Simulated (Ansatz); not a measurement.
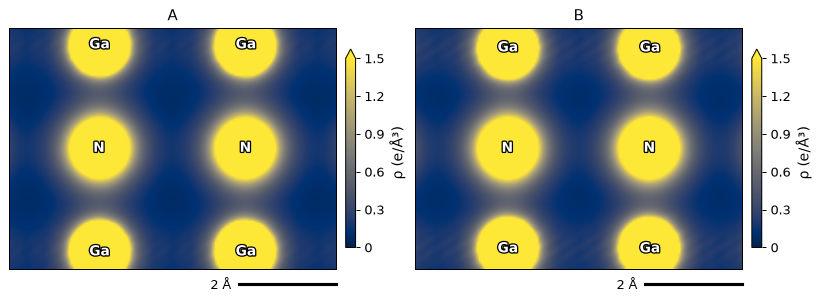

GaN. The valence pseudo-density of two cells that differ in size, on the (011̄) plane of each (indices in the axes of the calculation cell), at one length scale and on one colour scale; one has 8.8 and the other 9.7 Å³ an atom.

Space group Fm-3m; started from the rocksalt prototype, which need not be the ambient phase.

These are results of DFT, HSE06, plane waves, PAW in Ansatz, not measurements.

In a PAW calculation such maps are meaningful between the atoms, not at the nuclei.

The larger cell:

```yaml
crystal:
  lattice:
    - [0.00000, 2.12960, 2.12960]
    - [2.12960, 0.00000, 2.12960]
    - [2.12960, 2.12960, 0.00000]
  atoms:
    - { symbol: Ga, position: [0.00000, 0.00000, 0.00000] }
    - { symbol: N, position: [0.50000, 0.50000, 0.50000] }
```

The smaller cell: a = 2.922 Å, b = 2.922 Å, c = 2.922 Å, α = 60.00°, β = 60.00°, γ = 60.00°.

Question: Which is the denser cell? Describe the effect of the change.

Answer: Panel B is the smaller cell, by 9 % in volume. From the larger cell to the smaller, Ga–N goes from 2.13 to 2.07 Å, and the density at its midpoint from 0.5 to 0.57 e/Å³; the pressure goes from −8 to 16 GPa; the Kohn–Sham gap goes from 1.7 eV to 2.4 eV.
